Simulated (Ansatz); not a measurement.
Single-point calculation, with input and output: Cu

The run: single-point calculation of Cu (Fm-3m, 1 atom in the cell). Method and program: DFT PBEsol, scalar-relativistic, plane waves, PAW, no spin polarisation (Ansatz 0.2.0).

The structure derives from an entry of the Crystallography Open Database.

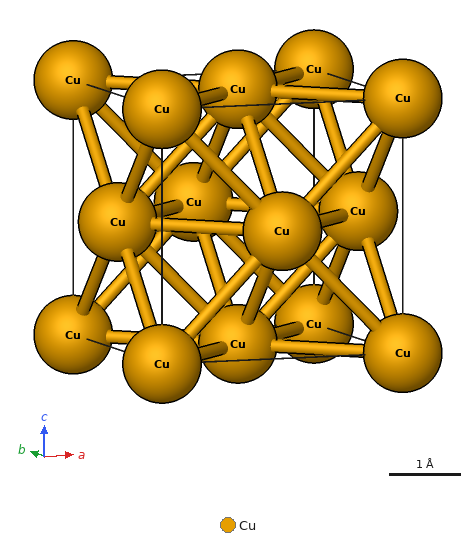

The structure (ball-and-stick view of the cell 4 times as large as that of the calculation, set on its symmetry axes, seen slightly off an axis). An atom can appear more than once, as a periodic image. Near neighbours in the periodic cell (some may lie outside the picture): Cu has 12 Cu at 2.56 Å.

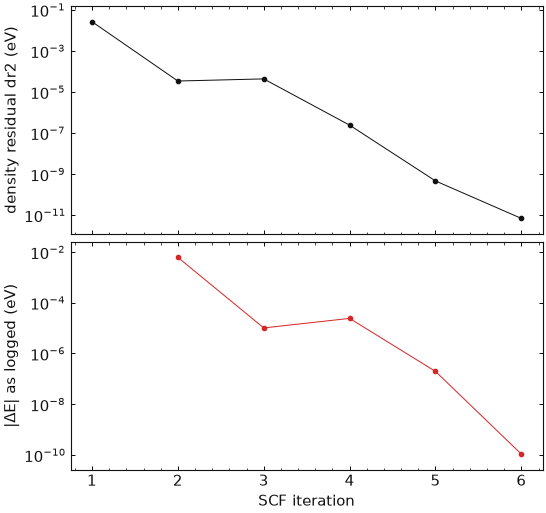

Convergence of the self-consistent field: density residual dr2 and size of the energy change against the SCF iteration. The residual falls almost steadily, with no more than small rises.

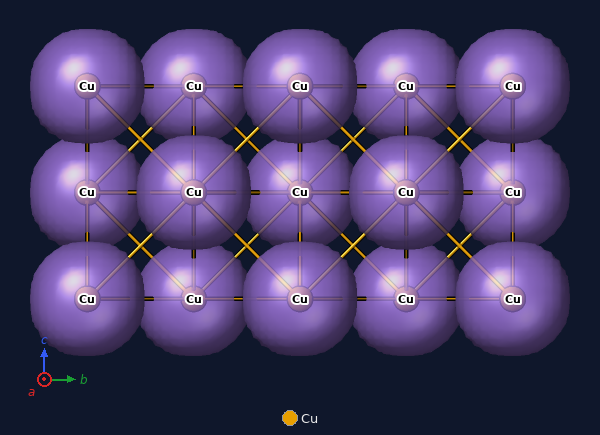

Isosurface of the valence electron density at 0.4 e/Å³ (purple), seen along the a axis. Sticks mark near contacts. The outline is the cell set on symmetry axes. At this value the density breaks into separate islands; it holds about 90 % of the electrons treated as valence (semicore included). It is pinched off along the Cu–Cu (2.56 Å) contacts. On the grid the lowest density along these lines, outside the cores, is 0.27 e/Å³ (Cu–Cu, 2.56 Å). In a PAW calculation such maps are meaningful between the atoms, not at the nuclei.

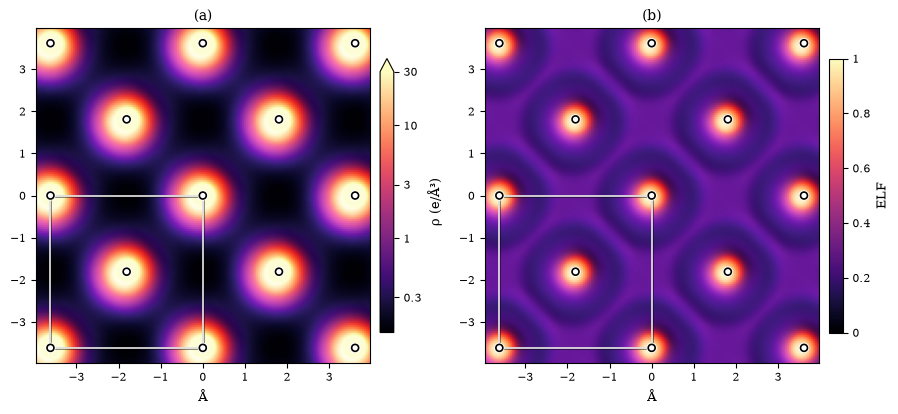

(a) valence charge density (pseudo); (b) ELF on the (001) plane of the conventional cell. Circles mark the nuclei in the plane (Cu). Cu–Cu (2.56 Å): the density is about 0.27 e/Å³ at the midpoint; the ELF is about 0.20 at the midpoint (no shared electron pair). Away from the nuclei the density in this plane falls to 0.15 e/Å³ at its lowest. The strong features right at Cu lie inside the PAW spheres (semicore, d or f shells) and say nothing about bonding.

These pictures come from the run below.

## Input
```yaml
crystal:
  lattice:
    - [0.0, 1.8075, 1.8075]
    - [1.8075, 0.0, 1.8075]
    - [1.8075, 1.8075, 0.0]
  atoms:
    - { symbol: Cu, position: [0.0, 0.0, 0.0] }
basis:
  ecutwfc: 420
kpoints:
  mp_grid: { grid: [22, 22, 22] }
hamiltonian:
  xc: pbesol
scf:
  occupations: { method: gaussian, width: 0.15 }
output:
  forces: true
  stress: true
  eigenvalues: true
  write_density: true
  write_potential: true
  elf: true
  volumetric_format: npy
```

Run as:
```bash
ansatz run input.yaml --threads 1 --pin off --max-ram 2560MiB --backend cpu --events-out ev --progress --plain --runs-dir out
```

## Log
```
Engine: ansatz 0.2.0, aarch64-unknown-linux-gnu
Pseudopotentials: kind: paw
Pseudopotential: Cu, paw, valence charge 19, recommended cutoff 420 eV (normal), Cu.paw.azcp
Functional definition: PBEsol
  exchange = pbesol_x
  correlation = pbesol_c
Crystal: 1 atoms, lattice volume = 11.810 Å³
Basis set: ecut = 420 eV, 259 PW (Γ), exchange–correlation on 36×36×36 points (8 copies of the dense FFT grid, shifted against one another)
Bands: 14, of which v1, the nominal top of the filled ones, is band 10 counted from 1 (9 counted from 0)
Symmetry: 48 space group operations
Space group: Fm-3m (ITA 225), of the structure as read, at distance tolerance 2.3e-5 Å
k-points: 328 of 10648
Non-local potential: Cu, projectors of the file, l = 0: 3, l = 1: 2, l = 2: 3, l = 3: 1
PAW form: soft (Blöchl's): semilocal exchange-correlation on the pseudo side does not see the compensation charge
PAW frozen core: Cu, regenerated for the run's functional, and the local potential with it (the file was generated under x = pbe(κ = 0.804, μ = 0.2195149727645171), c = pbe(β = 0.06672455060314922))
PAW one-centre angular grid: Cu, 590 points (default); XC on 64 Gauss nodes
Initial density: superposition of atomic densities (neutral atoms: chi_scale 0, normalization atom), corrected by the library's trained network
Initial wavefunctions: pseudopotential atomic-orbital guess
Functional: x = pbesol(κ = 0.804, μ = 0.12345679012345678), c = pbesol(β = 0.046)
SCF iter   1: F=—  HF=-6588.771124 eV  |F-HF|=—  |Δ(HF+E_count)|=         —  Δρ=2.07e-2  dr2=2.63e-2  ethr=1.77e-3  ⟨swp⟩=5.0  Hψ=22565  notcnv=0
preconditioner: auto → none  [metal: Δε(μ)=0.044 eV  Ē_g=16.908 eV  σ=0.150 eV  W_gap=0.16  n_scr=0 (ndim 8)  ℏωp=35.8 eV  f_vac=0.000  D(μ)=0.26/eV (n_scr^D=0)]
SCF iter   2: F=—  HF=-6588.765032 eV  |F-HF|=—  |Δ(HF+E_count)|=   6.09e-3  Δρ=8.91e-4  dr2=3.39e-5  ethr=1.38e-4  ⟨swp⟩=2.7  Hψ=9207  notcnv=0  defer=45
SCF iter   3: F=—  HF=-6588.765022 eV  |F-HF|=—  |Δ(HF+E_count)|=   1.01e-5  Δρ=9.39e-4  dr2=4.30e-5  ethr=1.78e-7  ⟨swp⟩=2.0  Hψ=7673  notcnv=0  defer=45
SCF iter   4: F=—  HF=-6588.765046 eV  |F-HF|=—  |Δ(HF+E_count)|=   2.40e-5  Δρ=7.00e-5  dr2=2.41e-7  ethr=1.78e-7  ⟨swp⟩=1.0  Hψ=4476  notcnv=0  defer=45
iter 5 did not close the SCF: its close was put off for the readings that it lacked (scf_convergence_deferred on its scf_iter line)
SCF iter   5: F=-6588.765046 eV  HF=-6588.765046 eV  |F-HF|=2.63e-10  |Δ(HF+E_count)|=   1.95e-7  Δρ=2.74e-6  dr2=4.62e-10  ethr=1.27e-9  ⟨swp⟩=2.2  Hψ=6754  notcnv=0  defer=45
SCF iter   6: F=-6588.765046 eV  HF=-6588.765046 eV  |F-HF|=2.09e-11  |Δ(HF+E_count)|=  1.07e-10  Δρ=4.12e-7  dr2=6.92e-12  ethr=2.43e-12  ⟨swp⟩=5.2  Hψ=23960  notcnv=0
SCF 1 converged in 6 iterations: F = -6588.765046 eV  dr2 = 6.92e-12
  greatest PAW one-centre occupation: 1.000 electrons in one spin orbital (limit 2), on the Cu atom at site 0 (counted from 0), in its partial waves of l = 0
SCF converged after 6 iterations
Free energy (F): -6588.765046 eV
Harris-Foulkes:  -6588.765046 eV  (|F-HF|=2.09e-11)
Internal energy: -6588.762207 eV  (E = F + TS)
E sigma→0 (E₀):  -6588.763626 eV
Entropy (-TS):   -0.002839 eV (-2.839 meV/atom)
Fermi energy:    16.574175 eV
--- Per-component energies (eV) ---
  E_band       = -361.196280
  E_kinetic    = 300.049776
  E_local      = -4049.560015  (includes V_loc(G=0)·N_el)
  E_nonlocal   = 391.544147
  E_hartree    = 1780.778883
  E_xc         = -88.981916
  E_vxc        = -115.330221  (∫ρ·V_xc dr)
  E_paw        = -1626.345856  (= ΣΔE_a)
  E_vpaw       = -449.458204  (= ΣTr[D̂ρ^β])
  E_aug_tail   = 0.000269  (compensation charges beyond the density's cutoff)
  E_ewald      = -3296.453696
  E_core_change = 0.206202  (= ΣΔE_core)
  E_smearing   = -0.002839  (= −TS)
  E_closure    = -0.000000  (closes the sum)
  Σ components = -6588.765046   (vs F -6588.765046, Δ=0.00e0)
--- Forces (eV/Å), atoms counted from 1 ---
  atom   1  Cu    -0.00000000     0.00000000    -0.00000000
  max |Σ_I F_I| component: 4.93e-32 eV/Å
--- Stress (GPa, compression-positive) ---
       -6.476561      -0.000000       0.000000
       -0.000000      -6.476561       0.000000
        0.000000      -0.000000      -6.476561
  P = ⅓ Tr σ = -6.4766 GPa (-64.766 kbar)
--- Band table (eV; the first three rows and the last of 328) ---
  k-point 0: bands = ["-95.6691", "-53.1317", "-53.1317", "-53.1317", "7.1370", "13.5803", "13.5803", "13.5803", "14.4239", "14.4239", "39.1686", "41.6568", "41.6568", "41.6568"]
  k-point 1: bands = ["-95.6688", "-53.1339", "-53.1320", "-53.1320", "7.2125", "13.5638", "13.5950", "13.5950", "14.4179", "14.4179", "38.7609", "40.5760", "41.3976", "41.3976"]
  k-point 2: bands = ["-95.6679", "-53.1403", "-53.1330", "-53.1330", "7.4374", "13.5173", "13.6354", "13.6354", "14.4037", "14.4037", "37.0265", "39.9208", "40.8698", "40.8698"]
  k-point 327: bands = ["-95.6505", "-53.2087", "-53.1999", "-53.1740", "12.4259", "12.8973", "13.2306", "14.3966", "15.1428", "22.1059", "23.3827", "24.7310", "25.4747", "43.3939"]
```

## Key numbers

- outcome: converged
- space group (tolerance 0.01 Å): Fm-3m (225)
- electrons treated: 19
- free energy: −6588.7650 eV
- Fermi energy: 16.574 eV
- gap on the k-point mesh: none (metallic)
- pressure: −6.48 GPa
- largest force (length of the vector): under 0.001 eV/Å
- hardware: 1 thread of Arm Neoverse V1, 24 GiB of memory available, shared host
- wall time: 4.4 s
- peak memory: 0.3 GiB

## Notes

The cell is under a tension of 6.5 GPa at this level, so it is not at its equilibrium volume.
